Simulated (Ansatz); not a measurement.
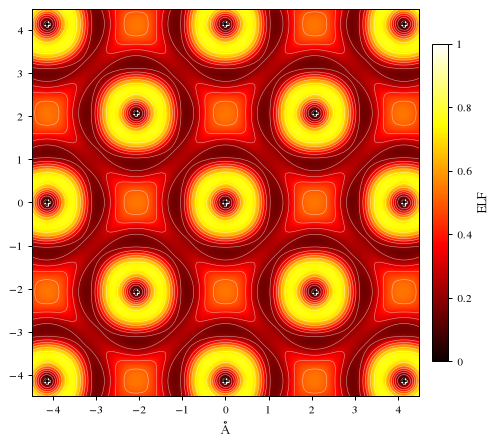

The ELF on a plane through atoms (crosses mark nuclei in the plane).

Level of theory: DFT, LDA (PW92), plane waves (420 eV) with PAW, scalar-relativistic (Ansatz 0.2.0).

Candidates:
A. Al, a = 2.72 Å, b = 2.72 Å, c = 2.72 Å, α = 90.00°, β = 90.00°, γ = 90.00°. Space group Pm-3m; set up as Al, simple cubic; a generated structure, not necessarily the stable one; changed on purpose from its base cell (volume × 1.04); computed pressure about −2 GPa in this cell; computed without spin polarisation.
B. Nb, a = 4.14 Å, b = 4.14 Å, c = 4.14 Å, α = 90.00°, β = 90.00°, γ = 90.00°. Space group Fm-3m; set up as Nb, fcc; a generated structure, not necessarily the stable one; computed without spin polarisation.

### Which candidate gave the map?

Candidate B: Nb on the (001) plane of the conventional cell, which holds Nb. Nb–Nb (2.93 Å): the ELF is about 0.25 at the midpoint; no shared electron pair shows on this line.
